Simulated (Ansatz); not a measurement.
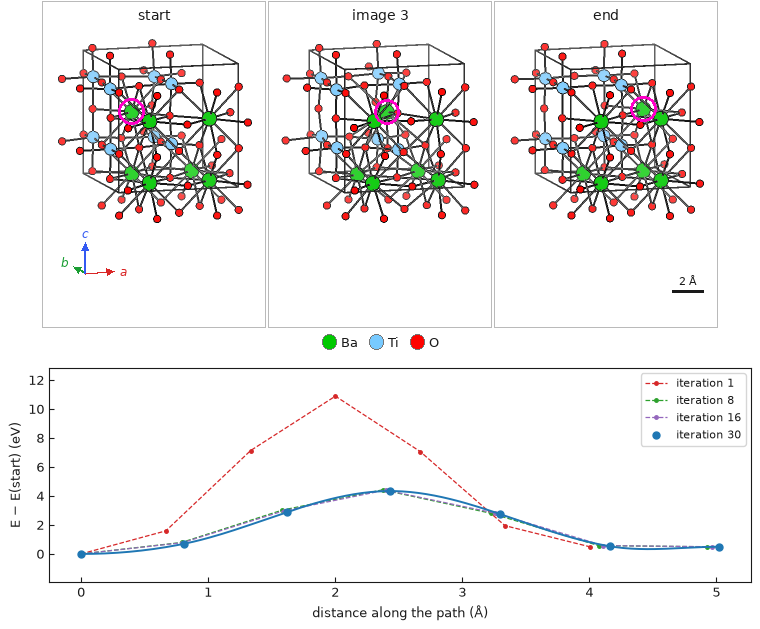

NEB run on BaTiO₃ with a Ba vacancy (39 atoms in the cell). Images are numbered from 0 (start) to 6 (end). The plot follows the band through its iterations. Style: ball-and-stick. Shown: the simulation cell (origin moved), slightly off an axis. The moving atom is ringed, with any periodic copies. Bonds to atoms that aren't drawn are left out.

Level of theory: DFT PBE-D3(BJ), scalar-relativistic, plane waves, PAW (Ansatz 0.2.0). Set-up: plane-wave cutoff 420 eV; k-point mesh 2 × 2 × 2; Gaussian smearing 0.05 eV; 5 movable images; climbing image; force threshold 0.05 eV/Å; iteration limit 52; starting path by straight interpolation.

Q: Judge this run.

A: The run is converged, with reservations. The band converged in 30 iterations. The climbing image converged on the top of the path. A check of its curvatures didn't confirm a first-order saddle. Where the two sites are alike by symmetry the ends should have one energy; a difference shows that they relaxed into different distortions of this small cell. The first iteration put the highest image at 10.89 eV. The highest point, image 3, lies 4.34 eV above the start and 3.84 eV above the end; the end is at +0.50 eV relative to the start.

Limits of the set-up: the k-point mesh is coarse for a cell with partly filled bands; the periodic images lie only 8.1 Å apart, so the values are limited by the cell's size.

The run took 49 min on 4 threads of Intel(R) Xeon(R) 6975P-C (Granite Rapids), on a shared host, peak memory 5.7 GiB.

PAW datasets: the set soft_1.
